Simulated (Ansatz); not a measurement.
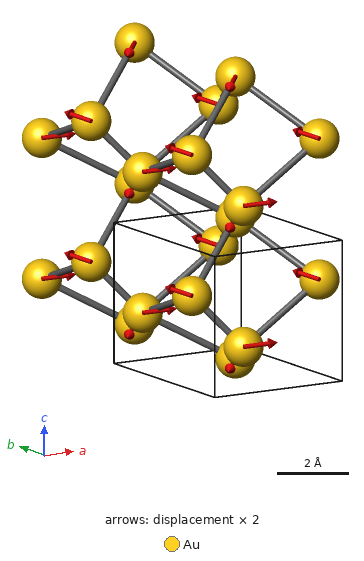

A relaxation of crystalline Au (built on the trigonal selenium_152 type) (coarse preliminary run). The starting structure is drawn; red arrows show the displacements (the part carried along by the change of the cell is left out), 2 times their true length.

Style: ball-and-stick. Shown: the cell of the calculation, repeated 1 × 2 × 2 with one cell outlined, from a free direction.

Case: trigonal selenium type (P3_121, No. 152).

These are results of DFT PBE, scalar-relativistic, plane waves, PAW in Ansatz 0.2.0, not measurements.

Input
```yaml
crystal:
  lattice:
    - [3.8375023409, 0.0, 0.0]
    - [-1.9187511705, 3.3233745143, 0.0]
    - [0.0, 0.0, 4.3537748656]
  atoms:
    - { symbol: Au, position: [0.2254, 0.0, 0.3333333333] }
    - { symbol: Au, position: [0.0, 0.2254, 0.6666666667] }
    - { symbol: Au, position: [0.7746, 0.7746, 0.0] }
basis:
  ecutwfc: 420
kpoints:
  mp_grid: { grid: [6, 6, 4] }
hamiltonian:
  xc: pbe
scf:
  occupations: { method: gaussian, width: 0.1 }
  lower_state_search: "off"
output:
  forces: true
  stress: true
  eigenvalues: true
relax:
  adjacent_minimum: "off"
  f_tol: 0.04
  max_steps: 70
  cell: { stress_tol: 0.4 }
```

### What did the optimiser do to the structure, and how much energy did it gain?

The energy falls by 3406 meV per atom in 14 accepted moves (18 points after the start). Largest force component: 21 eV/Å at the start, 0.00057 eV/Å at the end. Pressure: 98.44 GPa at the start and −0.02 GPa at the end. The line search rejected the trial steps at points 9, 15 of the run. The SCF was repeated twice at an unchanged geometry on a basis and grid sized afresh for the cell, which shifted the energy by 15.4 meV per atom at most. The largest moves relative to the cell, 0.52 Å, are those of Au1, Au2 and Au3. Au1 goes along +a. The volume changes by −1.9 %, with a = b 3.838 → 4.793 Å (+24.9 %), c 4.354 → 2.738 Å (−37.1 %). Near-neighbour distances that change, for instance: Au1–Au1 4.354 → 2.738 Å, Au1–Au2 2.086 → 2.914 Å, Au1–Au2 (another image) 3.020 → 2.914 Å. Among the angles between lasting bonds that change: Au2–Au1–Au3 103.1° → 69.3°, Au2–Au1–Au2 78.9° → 110.7°, Au2–Au1–Au3 99.0° → 69.3°. The space group (tolerance 0.01 Å) goes from P3_121 (No. 152) to R-3m (No. 166).
